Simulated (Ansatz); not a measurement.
# Ni: geometry relaxation (part 2 of 2)

The same run, continued: Ni (slab, 5 atoms in the cell); DFT, PBE, all-electron LAPW, scalar-relativistic, spin-polarised (Ansatz 0.2.0); 16×16×1 k-mesh, Fermi–Dirac smearing of 0.1 eV, collinear spins. It belongs to a series of runs on one base structure; here: atoms relaxed, LAPW.

Geometry of the input (Å; fractional positions):
```
2.4894  0.0000  0.0000
0.0000  2.4894  0.0000
0.0000  0.0000  23.0411
Ni 0.0000  0.0000  0.3494
Ni 0.5000  0.5000  0.4230
Ni 0.0000  0.0000  0.5000
Ni 0.5000  0.5000  0.5770
Ni 0.0000  0.0000  0.6506
```

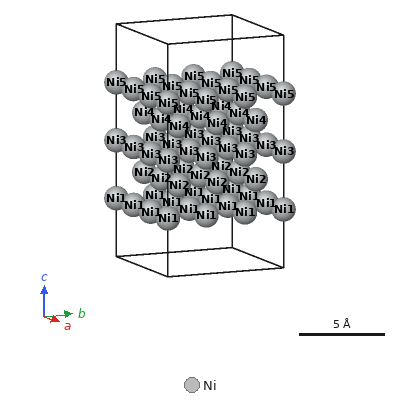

Figure 1. The geometry at step 1 of the log (spheres-only view of the 3 × 3 repeat of the cell, with the vacuum cut short, seen slightly off an axis; atoms are numbered from 1 in the order of the input).

### Log, continued
```
SCF iter   1: F=—  HF=-206912.696615 eV  |F-HF|=—  |Δ(HF+E_count)|=         —  Δρ=1.37e-6 (↑1.37e-6 ↓1.33e-6)  dr2=7.56e-8  dr2_m=1.53e-9  M=3.381 μB ∫|m|=3.832 μB  β_m=1.00  ethr=8.39e-11  p=0.000 e·Å  D=1.04e-6 V/Å  ΔV_dip=-0.00 eV  dr2_dipole=2.42e-8  V_vac-E_F(+/−)=4.90/4.90 eV  ⟨swp⟩=2.0  Hψ=20719  notcnv=0
efield: sawtooth ramp at fractional position 0.9500 (handed on by an earlier solve), width 0.1000; the density the first Hamiltonian is built on has a dipole p = 0.000 e·Å; the dipole correction subtracts the counter field D = 1.04e-6 V/Å, which shifts the + side's vacuum level by -0.00 eV against the − side's; the planar-averaged density in the ramp window peaks in size at 3.1e-7 e/Å³
preconditioner: auto → LDOS  [metal: Δε(μ)=0.002 eV  Ē_g=7.460 eV  σ=0.100 eV  W_gap=0.01  n_scr=12 (ndim 8)  ℏωp=22.0 eV  f_vac=0.570  D(μ)=8.63/eV (n_scr^D=84)]
spin=Collinear: LDOS preconditioning applied to the charge; magnetization (m = ρ↑ − ρ↓) channel mixes plain (no charge-response kernel on spin).
iter 2 solved again at ethr=4.75e-12 eV; its pass at ethr=8.39e-11 eV (dr2=4.28e-9 eV) is discarded
SCF iter   2: F=—  HF=-206912.696615 eV  |F-HF|=—  |Δ(HF+E_count)|=   1.14e-9  Δρ=6.58e-7 (↑6.58e-7 ↓5.84e-7)  dr2=4.27e-9  dr2_m=1.33e-10  M=3.381 μB ∫|m|=3.832 μB  β_m=0.30  ethr=4.75e-12  p=0.000 e·Å  D=1.38e-7 V/Å  ΔV_dip=-0.00 eV  dr2_dipole=5.06e-11  V_vac-E_F(+/−)=4.90/4.90 eV  ⟨swp⟩=2.0  Hψ=24968  notcnv=0
density mixer auto → msr1: a metal under ldos (density of states about μ 3.61 of a free-electron gas's, 22 screened modes)
SCF iter   3: F=—  HF=-206912.696615 eV  |F-HF|=—  |Δ(HF+E_count)|=   3.38e-9  Δρ=5.31e-7 (↑5.31e-7 ↓4.89e-7)  dr2=2.95e-9  dr2_m=7.47e-11  M=3.381 μB ∫|m|=3.832 μB  β_m=0.65  ethr=4.74e-12  p=-0.000 e·Å  D=-1.48e-8 V/Å  ΔV_dip=0.00 eV  dr2_dipole=2.70e-12  V_vac-E_F(+/−)=4.90/4.90 eV  ⟨swp⟩=2.3  Hψ=14542  notcnv=0
SCF iter   4: F=—  HF=-206912.696615 eV  |F-HF|=—  |Δ(HF+E_count)|=   6.61e-9  Δρ=2.97e-7 (↑2.97e-7 ↓2.64e-7)  dr2=2.56e-9  dr2_m=3.84e-12  M=3.381 μB ∫|m|=3.832 μB  β_m=0.62  ethr=3.93e-12 (applied; sched 3.28e-12)  p=0.000 e·Å  D=1.41e-7 V/Å  ΔV_dip=-0.00 eV  dr2_dipole=4.34e-10  V_vac-E_F(+/−)=4.90/4.90 eV  ⟨swp⟩=3.0  Hψ=15216  notcnv=0
SCF iter   5: F=—  HF=-206912.696615 eV  |F-HF|=—  |Δ(HF+E_count)|=  8.15e-10  Δρ=2.79e-7 (↑2.18e-7 ↓2.79e-7)  dr2=1.57e-9  dr2_m=3.90e-12  M=3.381 μB ∫|m|=3.832 μB  β_m=0.81  ethr=3.70e-12 (applied; sched 2.85e-12)  p=-0.000 e·Å  D=-7.43e-8 V/Å  ΔV_dip=0.00 eV  dr2_dipole=4.96e-11  V_vac-E_F(+/−)=4.90/4.90 eV  ⟨swp⟩=2.7  Hψ=14596  notcnv=0
SCF iter   6: F=—  HF=-206912.696615 eV  |F-HF|=—  |Δ(HF+E_count)|=  2.33e-10  Δρ=2.83e-7 (↑1.94e-7 ↓2.83e-7)  dr2=2.33e-9  dr2_m=5.03e-12  M=3.381 μB ∫|m|=3.832 μB  β_m=0.76  ethr=3.65e-12 (applied; sched 1.75e-12)  p=-0.000 e·Å  D=-9.97e-8 V/Å  ΔV_dip=0.00 eV  dr2_dipole=3.22e-10  V_vac-E_F(+/−)=4.90/4.90 eV  ⟨swp⟩=2.4  Hψ=14543  notcnv=0
SCF iter   7: F=—  HF=-206912.696615 eV  |F-HF|=—  |Δ(HF+E_count)|=  9.31e-10  Δρ=2.50e-7 (↑1.94e-7 ↓2.50e-7)  dr2=2.95e-9  dr2_m=1.69e-12  M=3.381 μB ∫|m|=3.832 μB  β_m=0.55  ethr=3.65e-12 (applied; sched 1.75e-12)  p=-0.000 e·Å  D=-2.24e-7 V/Å  ΔV_dip=0.00 eV  dr2_dipole=4.80e-10  V_vac-E_F(+/−)=4.90/4.90 eV  ⟨swp⟩=2.2  Hψ=14528  notcnv=0
SCF iter   8: F=—  HF=-206912.696615 eV  |F-HF|=—  |Δ(HF+E_count)|=  2.91e-10  Δρ=1.76e-7 (↑1.76e-7 ↓1.66e-7)  dr2=8.65e-10  dr2_m=1.85e-12  M=3.381 μB ∫|m|=3.832 μB  β_m=0.61  ethr=3.63e-12 (applied; sched 1.75e-12)  p=-0.000 e·Å  D=-3.88e-9 V/Å  ΔV_dip=0.00 eV  dr2_dipole=8.87e-12  V_vac-E_F(+/−)=4.90/4.90 eV  ⟨swp⟩=2.0  Hψ=14512  notcnv=0
SCF iter   9: F=—  HF=-206912.696615 eV  |F-HF|=—  |Δ(HF+E_count)|=  9.02e-10  Δρ=1.78e-7 (↑1.07e-7 ↓1.78e-7)  dr2=7.58e-10  dr2_m=2.75e-12  M=3.381 μB ∫|m|=3.832 μB  β_m=0.80  ethr=3.63e-12 (applied; sched 1.00e-12)  p=0.000 e·Å  D=1.45e-8 V/Å  ΔV_dip=-0.00 eV  dr2_dipole=3.53e-13  V_vac-E_F(+/−)=4.90/4.90 eV  ⟨swp⟩=2.0  Hψ=14509  notcnv=0
SCF iter  10: F=-206912.696615 eV  HF=-206912.696615 eV  |F-HF|=8.92e-8  |Δ(HF+E_count)|=   3.11e-9  Δρ=1.85e-6 (↑3.94e-7 ↓1.85e-6)  dr2=5.47e-8  dr2_m=7.08e-10  M=3.381 μB ∫|m|=3.832 μB  ethr=3.63e-12 (applied; sched 1.00e-12)  p=-0.000 e·Å  D=-4.32e-8 V/Å  ΔV_dip=0.00 eV  dr2_dipole=2.01e-9  V_vac-E_F(+/−)=4.90/4.90 eV  ⟨swp⟩=2.0  Hψ=14509  notcnv=0
SCF 2 converged in 10 iterations: F = -206912.696615 eV  dr2 = 5.47e-8
relax step   2: F+E_penalty+E_count = -206912.69661465 eV  Δ(F+E_penalty+E_count) = -1.200e-6 eV  max|allowed force component| = 1.068e-3 eV/Å  Δτ_max = 0.0000 Å  (10 SCF iters, accepted)
```

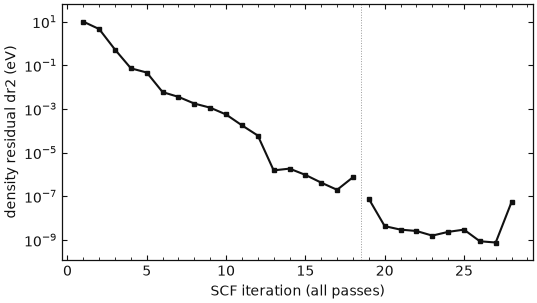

Figure 2. Convergence of the self-consistent field: density residual dr2 against the SCF iteration. The dotted lines part the SCF passes of the relaxation: geometry steps, rejected trials and re-solves on a re-selected basis. The passes take 18 and 10 iterations.

```
SCF converged after 10 iterations
Magnetization: 3.3808 μB (46.6904 up, 43.3096 down)
Absolute magnetization: 3.8319 μB (∫|ρ↑−ρ↓|)
Spin contamination: 0.0471 ħ² per cell (⟨S²⟩ above its minimum at these occupations)
Per-site moments (μB) at R_I (Å): [(0.7630649165850834, 1.1858021960296714), (0.6768926474227932, 1.1858021960296714), (0.6718105788309163, 1.1858021960296714), (0.6768873565465601, 1.1858021960296714), (0.7630551686018272, 1.1858021960296714)]
Free energy (F): -206912.696615 eV
Harris-Foulkes:  -206912.696615 eV  (|F-HF|=8.92e-8)
Internal energy: -206912.414277 eV  (E = F + TS)
E sigma→0 (E₀):  -206912.555446 eV
Entropy (-TS):   -0.282338 eV (-56.468 meV/atom)
Fermi energy:    4.005104 eV
Dipole field:    D = -0.000000 V/Å  (p = -0.000000 e·Å, saw-weighted, corrected)
Work function:   Φ+ = 4.9035 eV   Φ− = 4.9035 eV
Levels:          The Fermi level and band energies are counted from a zero that moves with the ramp; work functions are not
--- Per-component energies (eV) ---
  E_band       = -2683.522225
  E_kinetic    = 210223.219024
  E_xc         = -8652.081140
  E_efield     = 0.000000  (sawtooth field / dipole correction)
  E_electrostatic = -408483.552161  (all electrons and nuclei)
  E_smearing   = -0.282338  (= −TS)
  E_closure    = 0.000000  (closes the sum)
  E_atoms      = -206878.779518  (free atoms, spherical and without spin; not in F)
  Σ components = -206912.696615   (vs F -206912.696615, Δ=0.00e0)
  Basis errors (estimates in eV, not in F): energy 3.2e-4 per atom: plane waves 3.0e-4 (1.7e-4 summed), levels above the bands 7.1e-42, relativity 2.8e-8, radial functions 2.8e-5, core shells 1.5e-9; eigenvalues (radial functions only) 3.3e-7; not estimated: angular momenta, meshes, grids; target (lapw.basis_error) 1.0e-3; muffin-tin radii Ni 1.186 Å
--- Forces (eV/Å), atoms counted from 1 ---
  atom   1  Ni     0.00000000     0.00000000     0.00090048
  atom   2  Ni    -0.00000000     0.00000000    -0.00041448
  atom   3  Ni    -0.00000000     0.00000000     0.00001099
  atom   4  Ni     0.00000000     0.00000000     0.00044771
  atom   5  Ni    -0.00000000     0.00000000    -0.00109827
  max |Σ_I F_I| component: 1.54e-4 eV/Å
--- Stress (GPa, compression-positive) ---
       -1.656368       0.000000       0.000000
        0.000000      -1.656368       0.000000
        0.000000       0.000000      -0.003437
  P = ⅓ Tr σ = -1.1054 GPa (-11.054 kbar)
--- Band table (eV; the first three rows and the last of 90) ---
  k-point 0 ↑: bands = ["-99.6948", "-99.6918", "-99.6190", "-99.3548", "-99.3548", "-60.1336", "-60.0942", "-60.0155", "-60.0155", "-60.0062", "-60.0062", "-59.9742", "-59.9271", "-59.9271", "-59.7412", "-59.7412", "-59.7412", "-59.7412", "-59.6213", "-59.6210", "-4.6903", "-3.5293", "-1.8011", "-0.6322", "-0.5761", "-0.0978", "0.2322", "0.7848", "1.3032", "1.5241", "1.6653", "1.6653", "2.0067", "2.0067", "2.2073", "2.5082", "2.6320", "2.6320", "2.6900", "2.7610", "2.7661", "2.8775", "3.1788", "3.1836", "3.1836", "3.3598", "3.4365", "3.4614", "3.4614", "4.5831", "5.8912", "8.6764", "9.0330", "9.8593", "11.2511", "12.4631", "14.5556"]
  k-point 1 ↑: bands = ["-99.6942", "-99.6913", "-99.6187", "-99.3544", "-99.3544", "-60.1322", "-60.0947", "-60.0194", "-60.0147", "-60.0133", "-60.0057", "-59.9722", "-59.9311", "-59.9271", "-59.7454", "-59.7453", "-59.7410", "-59.7410", "-59.6209", "-59.6207", "-4.5902", "-3.4350", "-1.7185", "-0.5627", "-0.5186", "-0.0658", "0.2583", "0.7993", "1.3063", "1.5485", "1.6558", "1.6791", "1.9042", "2.0006", "2.3215", "2.3220", "2.5397", "2.5673", "2.6953", "2.7353", "2.9070", "3.0367", "3.0391", "3.0650", "3.2682", "3.3195", "3.3553", "3.4160", "3.4771", "4.8082", "6.1427", "8.7713", "9.1366", "9.9517", "11.3499", "12.5443", "14.6469"]
  k-point 2 ↑: bands = ["-99.6926", "-99.6901", "-99.6178", "-99.3532", "-99.3532", "-60.1285", "-60.0966", "-60.0307", "-60.0303", "-60.0125", "-60.0045", "-59.9696", "-59.9423", "-59.9270", "-59.7571", "-59.7570", "-59.7403", "-59.7402", "-59.6198", "-59.6197", "-4.2940", "-3.1589", "-1.4859", "-0.3758", "-0.3582", "0.0293", "0.3422", "0.8495", "1.3042", "1.6116", "1.6415", "1.7178", "1.7753", "1.9797", "2.0143", "2.4277", "2.4318", "2.5830", "2.6533", "2.7131", "2.8324", "2.8630", "2.9246", "2.9539", "3.2586", "3.2645", "3.4111", "3.4820", "3.6127", "5.3193", "6.7550", "9.0548", "9.4475", "10.2278", "11.6464", "12.7842", "14.9185"]
  k-point 44 ↓: bands = ["-98.8092", "-98.8092", "-98.7484", "-98.3978", "-98.3978", "-59.3001", "-59.3001", "-59.2780", "-59.2780", "-59.2259", "-59.2253", "-59.1951", "-59.1951", "-59.1554", "-58.9117", "-58.9117", "-58.9116", "-58.9116", "-58.7396", "-58.7396", "-0.1542", "-0.0536", "0.2850", "0.5622", "0.5622", "0.7064", "0.9657", "1.0198", "1.0198", "1.8768", "1.8768", "3.0134", "3.0134", "3.4686", "3.5659", "3.8954", "3.9410", "4.0477", "4.0477", "4.0970", "4.3429", "4.3434", "4.4565", "4.6517", "4.6517", "7.1836", "7.1836", "9.0684", "9.0684", "11.5402", "11.5402", "13.5170", "13.5266", "13.8779", "14.2093", "14.2096", "14.2096"]
--- Relaxed structure (2 steps of the walk, 2 accepted, 0 SCFs on fresh bases) ---
  F+E_penalty+E_count = -206912.69661465 eV   max|allowed force component| = 1.068e-3 eV/Å
  atoms:
    - { symbol: Ni, position: [0.0, 0.0, 0.3493680820999999] }
    - { symbol: Ni, position: [0.5, 0.5, 0.4230121684] }
    - { symbol: Ni, position: [0.0, 0.0, 0.4999999577] }
    - { symbol: Ni, position: [0.5, 0.5, 0.576987831] }
    - { symbol: Ni, position: [0.0, 0.0, 0.6506319608] }
```

### Trajectory as extended XYZ (Å, eV, eV/Å), 2 frames, from step=1 to step=2
```
5
Lattice="2.4894 0.0000 0.0000 0.0000 2.4894 0.0000 0.0000 0.0000 23.0411" Properties=species:S:1:pos:R:3:forces:R:3 step=1 energy=-206912.69661
Ni    0.0000    0.0000    8.0498    0.0000   0.0000   0.0010
Ni    1.2447    1.2447    9.7467    0.0000   0.0000  -0.0005
Ni    0.0000    0.0000   11.5205    0.0000   0.0000   0.0001
Ni    1.2447    1.2447   13.2944    0.0000   0.0000   0.0006
Ni    0.0000    0.0000   14.9913    0.0000   0.0000  -0.0012
5
Lattice="2.4894 0.0000 0.0000 0.0000 2.4894 0.0000 0.0000 0.0000 23.0411" Properties=species:S:1:pos:R:3:forces:R:3 step=2 energy=-206912.69661
Ni    0.0000    0.0000    8.0498    0.0000   0.0000   0.0009
Ni    1.2447    1.2447    9.7467    0.0000   0.0000  -0.0004
Ni    0.0000    0.0000   11.5205    0.0000   0.0000   0.0000
Ni    1.2447    1.2447   13.2944    0.0000   0.0000   0.0004
Ni    0.0000    0.0000   14.9913    0.0000   0.0000  -0.0011
```

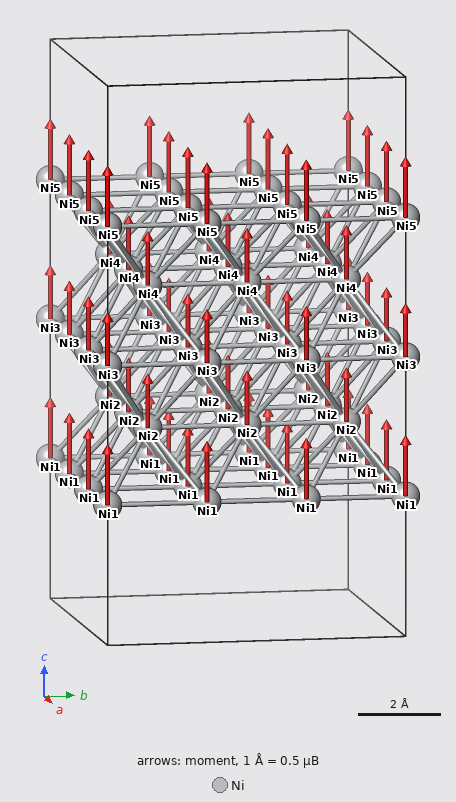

Figure 3. Magnetic moments of the sites as red arrows (ball-and-stick view of the 3 × 3 repeat of the cell, with the vacuum cut short, seen slightly off an axis; atoms are numbered from 1 in the order of the input); small moments hardly show. The run is collinear, so the axis drawn is arbitrary. Site moments: Ni1, Ni5 (0.76 μB); Ni2, Ni4 (0.68 μB); Ni3 (0.67 μB). They are counted near the atoms and needn't add up to the moment of the cell.
